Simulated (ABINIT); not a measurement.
## Phonon bands calculation, with input and output: Au (part 2 of 3)

Continued. System: Au (1 atom in the cell). Method: Kohn-Sham DFT of a periodic cell, PBE, Ansatz PAW PBE generated set soft_1, frozen core, no spin polarisation (ABINIT 10.8.3); cutoff 419.06 eV, 12×12×12 k-mesh, cold smearing of 0.2 eV. The structure derives from an entry of the Crystallography Open Database.

Geometry of the input (Å; fractional positions):
```
0.0000  2.0808  2.0808
2.0808  0.0000  2.0808
2.0808  2.0808  0.0000
Au 0.0000  0.0000  0.0000
```

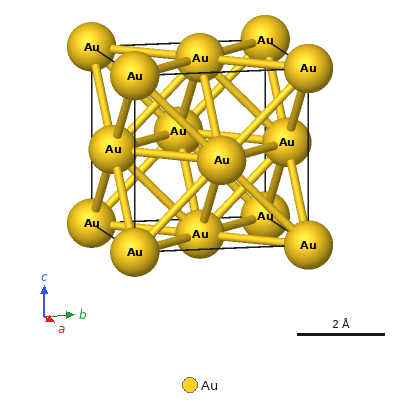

*The structure as given in the input (ball-and-stick view of the cell 4 times as large as that of the calculation, set on its symmetry axes, seen slightly off an axis). An atom can appear more than once, as a periodic image.*

### The program's output, continued
```
     iter   Etot(hartree)      deltaE(h)  residm     nres2
 ETOT  1  -136.46944281844    -1.365E+02 6.023E+00 8.907E+00
 ETOT  2  -137.72676108792    -1.257E+00 3.916E-04 4.511E+00
 ETOT  3  -137.72014368756     6.617E-03 3.054E-04 8.742E-01
 ETOT  4  -137.71967711493     4.666E-04 7.275E-06 2.561E-01
 ETOT  5  -137.71941130509     2.658E-04 1.528E-05 5.442E-05
 ETOT  6  -137.71941333727    -2.032E-06 1.171E-08 3.121E-05
 ETOT  7  -137.71941330791     2.936E-08 3.519E-09 3.421E-07
 ETOT  8  -137.71941330852    -6.152E-10 5.159E-11 7.704E-08
 ETOT  9  -137.71941330847     5.591E-11 2.817E-11 1.744E-09
 ETOT 10  -137.71941330849    -2.203E-11 1.751E-13 2.909E-10
 ETOT 11  -137.71941330849    -5.429E-12 5.098E-14 3.640E-12
 ETOT 12  -137.71941330850    -1.933E-12 9.950E-15 2.668E-13

 At SCF step   12  max residual=  9.95E-15 < tolwfr=  1.00E-14 AND nres2   =  2.67E-13 < tolvrs=  1.00E-11 =>converged.

 Cartesian components of stress tensor (hartree/bohr^3)
  sigma(1 1)=  1.84990296E-05  sigma(3 2)=  0.00000000E+00
  sigma(2 2)=  1.84990296E-05  sigma(3 1)=  0.00000000E+00
  sigma(3 3)=  1.84990296E-05  sigma(2 1)=  0.00000000E+00

--- !ResultsGS
iteration_state: {dtset: 1, }
comment   : Summary of ground state results
lattice_vectors:
- [  0.0000000,   3.9320619,   3.9320619, ]
- [  3.9320619,   0.0000000,   3.9320619, ]
- [  3.9320619,   3.9320619,   0.0000000, ]
lattice_lengths: [   5.56078,    5.56078,    5.56078, ]
lattice_angles: [ 60.000,  60.000,  60.000, ] # degrees, (23, 13, 12)
lattice_volume:   1.2158809E+02
convergence: {deltae: -1.933E-12, res2:  2.668E-13, residm:  9.950E-15, diffor: null, }
etotal    :  -1.37719413E+02
entropy   :   0.00000000E+00
fermie    :   2.78672468E-01
cartesian_stress_tensor: # hartree/bohr^3
- [  1.84990296E-05,   0.00000000E+00,   0.00000000E+00, ]
- [  0.00000000E+00,   1.84990296E-05,   0.00000000E+00, ]
- [  0.00000000E+00,   0.00000000E+00,   1.84990296E-05, ]
pressure_GPa:  -5.4426E-01
xred      :
- [  0.0000E+00,   0.0000E+00,   0.0000E+00, Au]
cartesian_forces: # hartree/bohr
- [ -0.00000000E+00,  -0.00000000E+00,  -0.00000000E+00, ]
force_length_stats: {min:   0.00000000E+00, max:   0.00000000E+00, mean:   0.00000000E+00, }
...

 Integrated electronic density in atomic spheres:
 ------------------------------------------------
 Atom  Sphere_radius  Integrated_density
    1        2.63806         17.80284228

================================================================================

 ----iterations are completed or convergence reached----

 Mean square residual over all n,k,spin=   40.573E-16; max=  99.502E-16
 reduced coordinates (array xred) for    1 atoms
       0.000000000000      0.000000000000      0.000000000000
 rms dE/dt=  0.0000E+00; max dE/dt=  0.0000E+00; dE/dt below (all hartree)
    1       0.000000000000      0.000000000000      0.000000000000

 cartesian coordinates (angstrom) at end:
    1      0.00000000000000     0.00000000000000     0.00000000000000

 cartesian forces (hartree/bohr) at end:
    1     -0.00000000000000    -0.00000000000000    -0.00000000000000
 frms,max,avg= 0.0000000E+00 0.0000000E+00   0.000E+00  0.000E+00  0.000E+00 h/b

 cartesian forces (eV/Angstrom) at end:
    1     -0.00000000000000    -0.00000000000000    -0.00000000000000
 frms,max,avg= 0.0000000E+00 0.0000000E+00   0.000E+00  0.000E+00  0.000E+00 e/A
 length scales=  5.560775322300  5.560775322300  5.560775322300 bohr
              =  2.942635573517  2.942635573517  2.942635573517 angstroms
 Fermi (or HOMO) energy (hartree) =   0.27867   Average Vxc (hartree)=  -0.46029
 Eigenvalues (hartree) for nkpt=  72  k points:
 kpt#   1, nband= 18, wtk=  0.00058, kpt=  0.0000  0.0000  0.0000 (reduced coord)
  -3.58976   -1.79946   -1.79946   -1.79946   -0.06080    0.11930    0.11930    0.11930
   0.16995    0.16995    0.81549    0.95062    0.95062    0.95062    1.12403    1.26720
   1.26720    1.26720
      occupation numbers for kpt#   1
   2.00000    2.00000    2.00000    2.00000    2.00000    2.00000    2.00000    2.00000
   2.00000    2.00000    0.00000    0.00000    0.00000    0.00000    0.00000    0.00000
   0.00000    0.00000
 prteigrs : prtvol=0 or 1, do not print more k-points.

--- !EnergyTerms
iteration_state     : {dtset: 1, }
comment             : Components of total free energy in Hartree
kinetic             :  2.12146458937187E+01
hartree             :  2.81561358897155E+01
xc                  : -7.89881554056640E+00
Ewald energy        : -1.05233286910160E+02
psp_core            :  7.98196614880000E+00
local_psp           : -7.34926986887411E+01
PAW spherical_terms : -8.44739648953636E+00
internal            : -1.37719449696770E+02
'-kT*entropy'       :  3.61199246202491E-05
total_energy        : -1.37719413576845E+02
total_energy_eV     : -3.74753615640953E+03
...

--- !EnergyTermsDC
iteration_state     : {dtset: 1, }
comment             : '"Double-counting" decomposition of free energy'
band_energy         : -1.65126435479253E+01
Ewald energy        : -1.05233286910160E+02
psp_core            :  7.98196614880000E+00
xc_dc               : -2.64643568617199E+01
PAW spherical_terms :  2.50887174258579E+00
internal            : -1.37719449428420E+02
'-kT*entropy'       :  3.61199246202491E-05
total_energy_dc     : -1.37719413308495E+02
total_energy_dc_eV  : -3.74753614910735E+03
...

--- !EnergyTermsWithPAWCore
iteration_state     : {dtset: 1, }
comment             : 'Components of total free energy, including PAW core contributions'
Total energy        : -1.67903887900596E+04
Total energy DC     : -1.67903887897913E+04
Total energy (eV)   : -4.56889754586502E+05
Total energy DC (eV): -4.56889754579200E+05
...

 Cartesian components of stress tensor (hartree/bohr^3)
  sigma(1 1)=  1.84990296E-05  sigma(3 2)=  0.00000000E+00
  sigma(2 2)=  1.84990296E-05  sigma(3 1)=  0.00000000E+00
  sigma(3 3)=  1.84990296E-05  sigma(2 1)=  0.00000000E+00

-Cartesian components of stress tensor (GPa)         [Pressure= -5.4426E-01 GPa]
- sigma(1 1)=  5.44260242E-01  sigma(3 2)=  0.00000000E+00
- sigma(2 2)=  5.44260242E-01  sigma(3 1)=  0.00000000E+00
- sigma(3 3)=  5.44260242E-01  sigma(2 1)=  0.00000000E+00

================================================================================
== DATASET  2 ==================================================================

--- !DatasetInfo
iteration_state: {dtset: 2, }
dimensions: {natom: 1, nkpt: 868, mband: 18, nsppol: 1, nspinor: 1, nspden: 1, mpw: 360, }
cutoff_energies: {ecut:  15.4, pawecutdg:  30.8, }
electrons: {nelect:   1.90000000E+01, charge:   0.00000000E+00, occopt:   4.00000000E+00, tsmear:   7.34986444E-03, }
meta: {optdriver: 1, rfphon: 1, }
...

 mkfilename : getwfk/=0, take file _WFK from output of DATASET   1.

 Exchange-correlation functional for the present dataset will be:
  GGA: Perdew-Burke-Ernzerhof functional - ixc=11
  J.P.Perdew, K.Burke, M.Ernzerhof, PRL 77, 3865 (1996)

 Real(R)+Recip(G) space primitive vectors, cartesian coordinates (Bohr,Bohr^-1):
 R(1)=  0.0000000  3.9320619  3.9320619  G(1)= -0.1271597  0.1271597  0.1271597
 R(2)=  3.9320619  0.0000000  3.9320619  G(2)=  0.1271597 -0.1271597  0.1271597
 R(3)=  3.9320619  3.9320619  0.0000000  G(3)=  0.1271597  0.1271597 -0.1271597
 Unit cell volume ucvol=  1.2158809E+02 bohr^3
 Angles (23,13,12)=  6.00000000E+01  6.00000000E+01  6.00000000E+01 degrees
 setup1 : take into account q-point for computing boxcut.

 Coarse grid specifications (used for wave-functions):

 getcut: wavevector=  0.0000  0.0000  0.0000  ngfft=  20  20  20
         ecut(hartree)=     15.400   => boxcut(ratio)=   2.03596

 Fine grid specifications (used for densities):

 getcut: wavevector=  0.0000  0.0000  0.0000  ngfft=  30  30  30
         ecut(hartree)=     30.800   => boxcut(ratio)=   2.16186
--------------------------------------------------------------------------------

 ==>  initialize data related to q vector <==

 The list of irreducible perturbations for this q vector is:
    1)    idir= 1    ipert=   1

================================================================================

 The perturbation idir=   2  ipert=   1 is
 symmetric of a previously calculated perturbation.
 So, its SCF calculation is not needed.

 The perturbation idir=   3  ipert=   1 is
 symmetric of a previously calculated perturbation.
 So, its SCF calculation is not needed.

--------------------------------------------------------------------------------
 Perturbation wavevector (in red.coord.)   0.000000  0.000000  0.000000
 Perturbation : displacement of atom   1   along direction   1
 Found     4 symmetries that leave the perturbation invariant.
 symkpt : the number of k-points, thanks to the symmetries,
 is reduced to   280 .

--------------------------------------------------------------------------------

--------------------------------------------------------------------------------

 dfpt_looppert : total number of electrons, from k and k+q
  fully or partially occupied states are    1.900000E+01 and    1.900000E+01.
 Initialisation of the first-order wave-functions :
  ireadwf=   0

--- !BeginCycle
iteration_state: {dtset: 2, }
solver: {iscf: 7, nstep: 80, nline: 4, wfoptalg: 10, }
tolerances: {tolvrs: 1.00E-08, }
...

     iter   2DEtotal(Ha)        deltaE(Ha) residm    vres2
-ETOT  1   1852.9292540503      8.337E+02 9.521E+00 4.094E+06
 ETOT  2   16.628604443619     -1.836E+03 3.108E+00 3.617E+04
 ETOT  3  0.48063939965853     -1.615E+01 1.045E+00 1.884E+03
 ETOT  4  0.14575933245438     -3.349E-01 3.299E-02 6.651E+01
 ETOT  5  0.12871583920169     -1.704E-02 2.933E-03 1.003E+01
 ETOT  6  0.12669389881087     -2.022E-03 3.818E-04 4.170E-01
 ETOT  7  0.12663573932464     -5.816E-05 2.356E-05 3.008E-02
 ETOT  8  0.12663315801088     -2.581E-06 2.432E-06 1.681E-03
 ETOT  9  0.12663314055449     -1.746E-08 1.416E-07 1.484E-04
 ETOT 10  0.12663314097968      4.252E-10 1.721E-08 1.318E-05
 ETOT 11  0.12663314037486     -6.048E-10 1.042E-09 1.205E-06
 ETOT 12  0.12663314046911      9.425E-11 1.173E-10 1.101E-07
 ETOT 13  0.12663314035520     -1.139E-10 7.843E-12 1.030E-08
 ETOT 14  0.12663314040601      5.082E-11 8.321E-13 8.560E-10

 At SCF step   14       vres2   =  8.56E-10 < tolvrs=  1.00E-08 =>converged.
================================================================================

 ----iterations are completed or convergence reached----

 Mean square residual over all n,k,spin=   23.304E-17; max=  83.205E-14

 2DEtotal=    0.1266331404E+00 Ha. Also 2DEtotal=    0.344586329513E+01 eV
    (2DErelax=   -1.0191178081E+03 Ha. 2DEnonrelax=    1.0192444412E+03 Ha)
    (  non-var. 2DEtotal :    1.2585775337E-01 Ha)

================================================================================

 ---- first-order wavefunction calculations are completed ----

 ==> Compute Derivative Database <==

  Dynamical matrix, in cartesian coordinates,
   if specified in the inputs, asr has been imposed
     j1       j2             matrix element
  dir pert dir pert     real part    imaginary part

  Phonon wavevector (reduced coordinates) :  0.00000  0.00000  0.00000
 Phonon energies in Hartree :
   0.000000E+00  0.000000E+00  0.000000E+00
 Phonon frequencies in cm-1    :
   0.000000E+00  0.000000E+00  0.000000E+00

================================================================================
== DATASET  3 ==================================================================

--- !DatasetInfo
iteration_state: {dtset: 3, }
dimensions: {natom: 1, nkpt: 1728, mband: 18, nsppol: 1, nspinor: 1, nspden: 1, mpw: 360, }
cutoff_energies: {ecut:  15.4, pawecutdg:  30.8, }
electrons: {nelect:   1.90000000E+01, charge:   0.00000000E+00, occopt:   4.00000000E+00, tsmear:   7.34986444E-03, }
meta: {optdriver: 1, rfphon: 1, }
...

 mkfilename : getwfk/=0, take file _WFK from output of DATASET   1.

 Exchange-correlation functional for the present dataset will be:
  GGA: Perdew-Burke-Ernzerhof functional - ixc=11
  J.P.Perdew, K.Burke, M.Ernzerhof, PRL 77, 3865 (1996)

 Real(R)+Recip(G) space primitive vectors, cartesian coordinates (Bohr,Bohr^-1):
 R(1)=  0.0000000  3.9320619  3.9320619  G(1)= -0.1271597  0.1271597  0.1271597
 R(2)=  3.9320619  0.0000000  3.9320619  G(2)=  0.1271597 -0.1271597  0.1271597
 R(3)=  3.9320619  3.9320619  0.0000000  G(3)=  0.1271597  0.1271597 -0.1271597
 Unit cell volume ucvol=  1.2158809E+02 bohr^3
 Angles (23,13,12)=  6.00000000E+01  6.00000000E+01  6.00000000E+01 degrees
 setup1 : take into account q-point for computing boxcut.

 Coarse grid specifications (used for wave-functions):

 getcut: wavevector=  0.5000  0.0000  0.0000  ngfft=  24  24  24
         ecut(hartree)=     15.400   => boxcut(ratio)=   2.34246

 getcut : COMMENT -
  Note that boxcut > 2.2 ; recall that boxcut=Gcut(box)/Gcut(sphere) = 2
  is sufficient for exact treatment of convolution.
  Such a large boxcut is a waste : you could raise ecut
  e.g. ecut=   21.125404 Hartrees makes boxcut=2

 Fine grid specifications (used for densities):

 getcut: wavevector=  0.5000  0.0000  0.0000  ngfft=  30  30  30
         ecut(hartree)=     30.800   => boxcut(ratio)=   2.08810
--------------------------------------------------------------------------------

 ==>  initialize data related to q vector <==

 The list of irreducible perturbations for this q vector is:
    1)    idir= 1    ipert=   1
    2)    idir= 2    ipert=   1

================================================================================

 The perturbation idir=   3  ipert=   1 is
 symmetric of a previously calculated perturbation.
 So, its SCF calculation is not needed.

--------------------------------------------------------------------------------
 Perturbation wavevector (in red.coord.)   0.500000  0.000000  0.000000
 Perturbation : displacement of atom   1   along direction   1
 Found     2 symmetries that leave the perturbation invariant.
 symkpt : the number of k-points, thanks to the symmetries,
 is reduced to   936 .
```
